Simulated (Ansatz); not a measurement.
## Electronic structure of GaP in real space

Input file:

```
crystal:
  lattice:
    - [3.186435077, 0.0, 0.0]
    - [0.0, 3.186435077, 0.0]
    - [0.0, 0.0, 3.186435077]
  atoms:
    - { symbol: Ga, position: [0.0, 0.0, 0.0] }
    - { symbol: P, position: [0.5, 0.5, 0.5] }
kpoints:
  mp_grid: { grid: [6, 6, 6] }
hamiltonian:
  xc: pbesol
scf:
  occupations: { method: fermi_dirac, width: 0.02 }
  n_extra_bands: 4
output:
  forces: true
  stress: true
  eigenvalues: true
  write_density: true
  write_potential: true
  elf: true
  volumetric_format: npy
```

Run with:

```sh
ansatz run input.yaml --threads 4 --pin off --max-ram 3686MiB --backend cpu --events-out ev --progress --plain --runs-dir out
```

Below, planes, directions and counts refer to the conventional cell (a = 3.19 Å, b = 3.19 Å, c = 3.19 Å, α = 90.00°, β = 90.00°, γ = 90.00°).

Space group Pm-3m; started from the CsCl prototype, which need not be the ambient phase.

Theory: Ansatz, DFT, PBEsol, plane waves, PAW.

The density is the valence pseudo-density of a PAW calculation; it isn't the true density close to the nuclei.

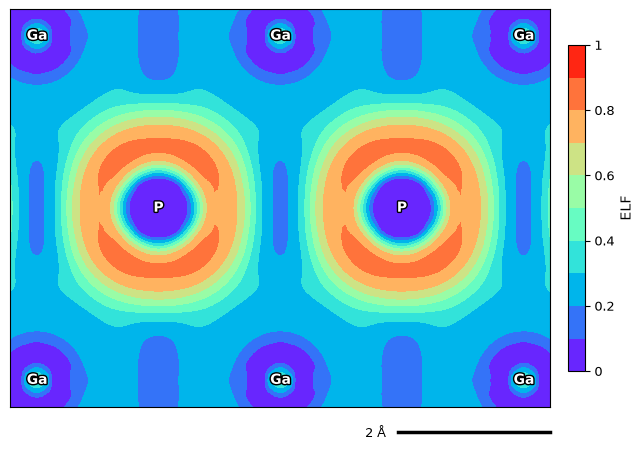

Figure 1. ELF on the (011) plane of the conventional cell.

Question: What do the fields say about this system?

Answer:
- The plane passes through Ga and P nuclei.
- Ga–P (2.76 Å): the ELF peaks at about 0.85 in the valence shell of P, 0.8 Å from its nucleus, and drops to about 0.25 between the two atoms.
- The features right at Ga lie inside the PAW spheres, where the map follows smoothed inner orbitals and isn't to be read closely.

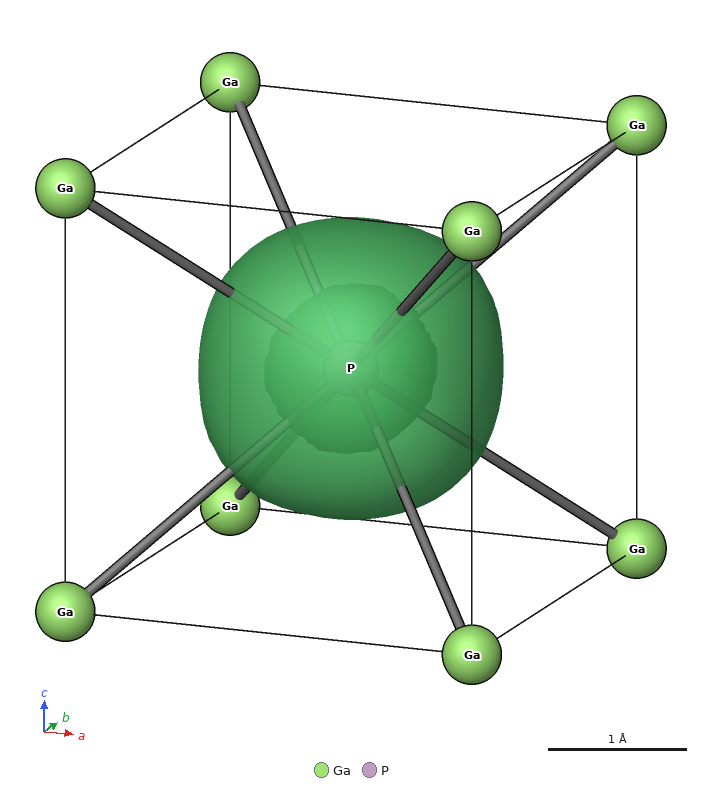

Figure 2. Isosurface of the electron localisation function at 0.65 (green), seen slightly off an axis. Core shells and regions of very low density are left out. Sticks mark near contacts.

Question: Identify the bonds, lone pairs and shells in this picture.

Answer: The ELF exceeds this value in one region wrapped around P (its valence shell), counted in one cell of 2 atoms. Any copies at cell faces, edges or corners count once.
